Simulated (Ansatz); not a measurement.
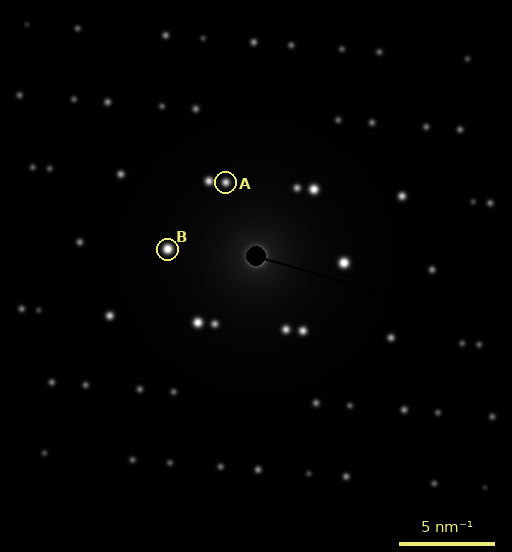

Computed electron diffraction pattern, 80 kV, single scattering only, B = 0.3 Å². Two individuals of a reflection twin are superposed (a geometric construction: whether this twin forms is not tested; the second individual is smaller and so fainter). Crystal: Mo, space group P6_3/mmc (No. 194), a = 2.76 Å, c = 4.90 Å (hexagonal axes), zone axis [101]. Structure: the geometry relaxed with DFT PBE, scalar-relativistic, plane waves, PAW (Ansatz 0.2.0); the starting structure was generated, so it need not be a known form of this composition.

```json
{"atom": "Mo", "site": "2d", "symmetry": "-6m2", "x": "0.3333", "y": "0.6667", "z": "0.7500"}
```

In the first individual spot A is 0 -1 0 and spot B is 1 -1 -1.

On which plane is the crystal twinned?

Answer. (1-1-1). The spot positions of the combined pattern are mirror-symmetric about the row through 1 -1 -1 (d = 2.146 Å), which both individuals share, while a single individual has only symmetry 2mm without that mirror line. Friedel's law adds a mirror line at right angles, along which no low-index reflection lies.

Which other reflections coincide?

Answer. Within the frame only the reflections of the common row coincide.
